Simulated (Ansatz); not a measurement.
## Electronic structure of SnO2 in real space

The calculation's input:

```
crystal:
  lattice:
    - [4.7201335122, 0.0, 0.0]
    - [0.0, 4.7206343096, 0.0]
    - [0.0, 0.0, 3.2631222561]
  atoms:
    - { symbol: Sn, position: [0.5, 0.5, 0.5014743437] }
    - { symbol: Sn, position: [0.0, 0.0, -0.0014743437] }
    - { symbol: O, position: [0.305992035, 0.3061675039, -0.0094078608] }
    - { symbol: O, position: [0.805992035, 0.1938324961, 0.5094078608] }
    - { symbol: O, position: [0.194007965, 0.8061675039, 0.5094078608] }
    - { symbol: O, position: [0.694007965, 0.6938324961, -0.0094078608] }
basis:
  ecutwfc: 520.0
kpoints:
  mp_grid: { grid: [6, 6, 8] }
hamiltonian:
  xc: lda
  pseudopotentials: { kind: paw, azcp: { folder: soft_1 } }
scf:
  occupations: { method: gaussian, width: 0.05 }
output:
  forces: true
  stress: true
  eigenvalues: true
  write_density: true
  write_potential: true
  elf: true
  volumetric_format: npy
```

Command:

```sh
ansatz run input.yaml --threads 2 --pin off --max-ram 4096MiB --backend cpu --events-out ev --progress --plain --runs-dir out
```

Below, planes, directions and counts refer to the conventional cell (a = 4.72 Å, b = 4.72 Å, c = 3.26 Å, α = 90.00°, β = 90.00°, γ = 90.00°).

Space group P-42₁m; a point of a scan over the structure, not its minimum; a structure from a database of computed crystals, not necessarily the ambient phase; changed on purpose from its base cell (mode 14 frozen in at -0.030 Å, normal strain along z +0.0233); not relaxed (largest force 0.5 eV/Å); computed pressure about −5 GPa in this cell; PAW files of the earlier set (soft_1).

Level of theory: Ansatz 0.2.0, DFT LDA, scalar-relativistic, plane waves, PAW.

The density is the valence pseudo-density of a PAW calculation; it isn't the true density close to the nuclei.

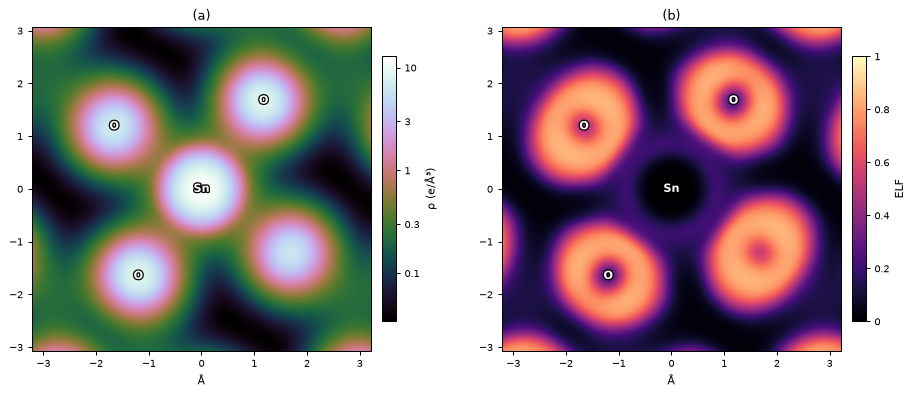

Figure 1. (a) valence charge density (pseudo); (b) electron localisation function on the (111) plane of the conventional cell.

Question: Read the bonding off the picture.

Answer: The plane passes through Sn and O nuclei. Atoms just off the plane (O, 0.3 Å away) can leave unmarked features too. Sn–O (2.04 Å): ρ at the midpoint is about 0.66 e/Å³; the ELF peaks at about 0.80 in the valence shell of O, 0.6 Å from its nucleus, and is about 0.25 at the midpoint; no localised pair shows between them. Between the atoms the lowest density in this plane is 0.03 e/Å³. The ELF also peaks beside O, away from the bonds: lone-pair regions.

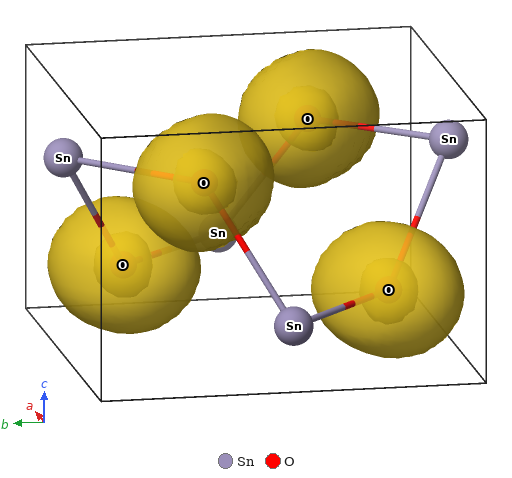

Figure 2. Isosurface of the electron localisation function at 0.7 (yellow), seen at an oblique angle. Only the valence region is drawn (cores and ρ < 0.01 e/Å³ removed). Sticks mark near contacts.

Question: What do the ELF domains correspond to?

Answer: The surface consists of four regions wrapped around O (the valence shell of each), counted in one cell of 6 atoms. Regions shared between cells count once.


 Sn–O (2.11 Å): the ELF peaks at about 0.80 in the valence shell of O, 0.6 Å from its nucleus, and is about 0.25 at the midpoint: no localised pair shows between them.

Question: Does the calculation give a band gap?

Answer: It is gapped, with a Kohn–Sham gap of 0.84 eV on the k-point mesh, an upper bound to the gap of this method.
